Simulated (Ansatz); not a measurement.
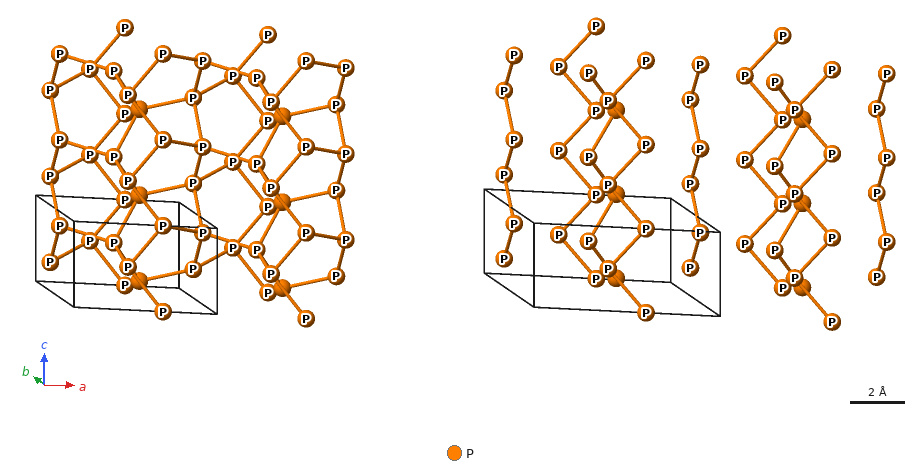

Two geometries of solid P (a generated structure, set up in P6_122) (coarse preliminary run), drawn at one scale. One is the start of a relaxation, the other its converged end. Style: ball-and-stick. Shown: the cell of the calculation, repeated 2 × 1 × 3 with one cell outlined, slightly off an axis.

These are results of DFT PBE, scalar-relativistic, plane waves, PAW (Ansatz 0.2.0), not measurements. Settings: plane-wave cutoff 420 eV; k-point mesh 6 × 6 × 6; occupations gaussian; smearing width 0.1 eV; no spin polarisation; cell and atoms relaxed; force threshold 0.04 eV/Å; at most 70 steps.

### Which of the two is the end point?

The right one is the relaxed one. The largest moves relative to the cell, 0.15 Å, are those of P atoms. The drawn cell changes as follows: a = b 5.533 → 7.203 Å (+30.2 %), c 3.263 → 3.194 Å (−2.1 %); the volume changes by +65.9 %. Among the contacts that change: P–P 2.158 → 2.922 Å, P–P 2.122 → 2.162 Å. Bonds break: P–P (2.16 → 2.92 Å). Bond angles that change, for instance: P–P–P 100.5° → 95.2°. The space group stays P6_122 (No. 178). Over 11 accepted moves (14 points after the start) the energy falls by 3.437 eV per cell of the calculation. Largest force component: 1.2 eV/Å at the start, 0.033 eV/Å at the end. The pressure goes from 27.23 to 0.18 GPa. The line search rejected the trial step at point 7 of the run. The SCF was repeated twice at an unchanged geometry on a basis and grid sized afresh for the cell, which shifted the energy by 0.290 eV per cell of the calculation at most. Cost: 120 s on 1 thread of Arm Neoverse V1 (shared host), peak memory 0.37 GiB.
